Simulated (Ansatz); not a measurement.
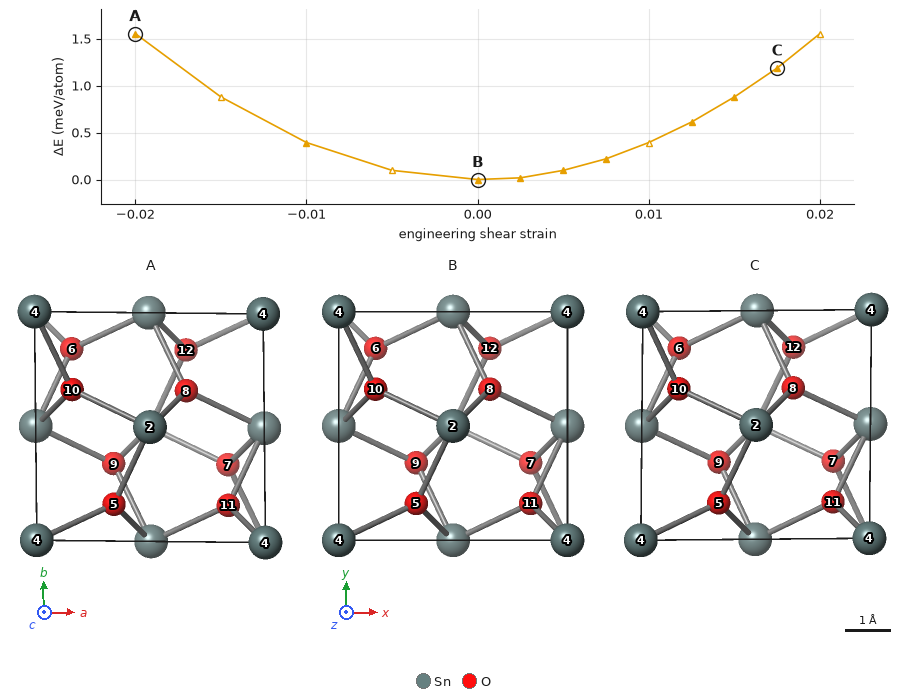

Crystalline SnO2 (Pa-3): the cell is strained in shear in the xy plane, with the atoms kept at their fractional coordinates. x, y and z are the Cartesian axes of the input. The lettered frames are marked on the plot. Hollow markers are points alike by symmetry, not computed again. Style: ball-and-stick. Shown: the cell of the calculation, along the c axis.

These are results of Ansatz 0.2.0, DFT PBE, scalar-relativistic, plane waves, PAW, not measurements. Settings: plane-wave cutoff 420 eV; k-point mesh 8 × 8 × 8; occupations gaussian; smearing width 0.05 eV; no spin polarisation. Energies (free energies at the smearing named) are counted from the relaxed crystal.

> Describe the profile.

Of the computed points the lowest is at the strain 0.00, 0.00 meV/atom. The curvature at zero strain, (1/V) d²E/dε², is about 110 GPa; it is C₆₆ with clamped ions. The distortion takes the space group from Pa-3 to P2_1/c. At the strain −0.02 the cell of the drawing goes γ 90.0° → 91.1°.

The computed points:

```
engineering shear strain  ΔE (meV/atom)
                 −0.0200           1.56
                 −0.0150           0.88
                 −0.0100           0.39
                 −0.0050           0.10
                  0.0000           0.00
                  0.0025           0.02
                  0.0050           0.10
                  0.0075           0.22
                  0.0100           0.39
                  0.0125           0.61
                  0.0150           0.88
                  0.0175           1.19
                  0.0200           1.56
```

Points that are alike by symmetry were computed once.
